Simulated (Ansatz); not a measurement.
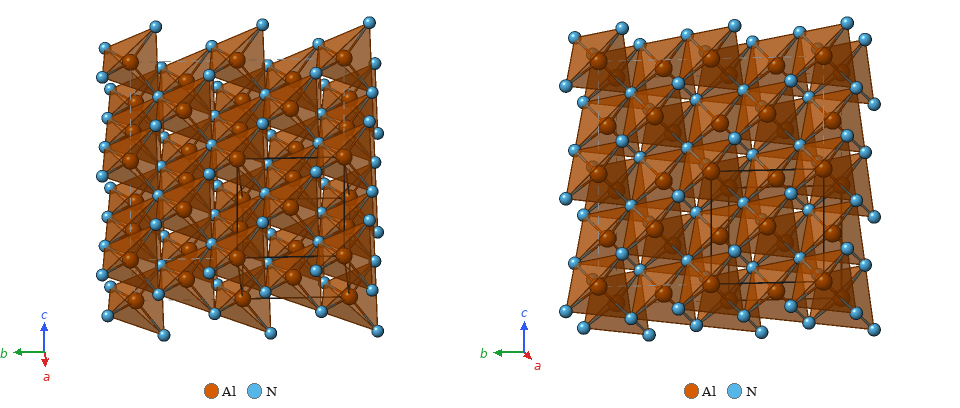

Polyhedra are drawn about Al (bonds: Al–N below 2.1 Å); other atoms are plain spheres. Two views of the same piece.

The compound is AlN (space group F-43m, No. 216), taken as the input geometry of an electronic-structure calculation (not necessarily at equilibrium).

Sharing among the drawn polyhedra:

```tsv
site	polyhedron	corner-sharing neighbours	edge-sharing	face-sharing	bond (Å)
Al	AlN4 tetrahedron	12	0	0	1.89
```

They form a three-dimensional framework of corner-sharing tetrahedra.
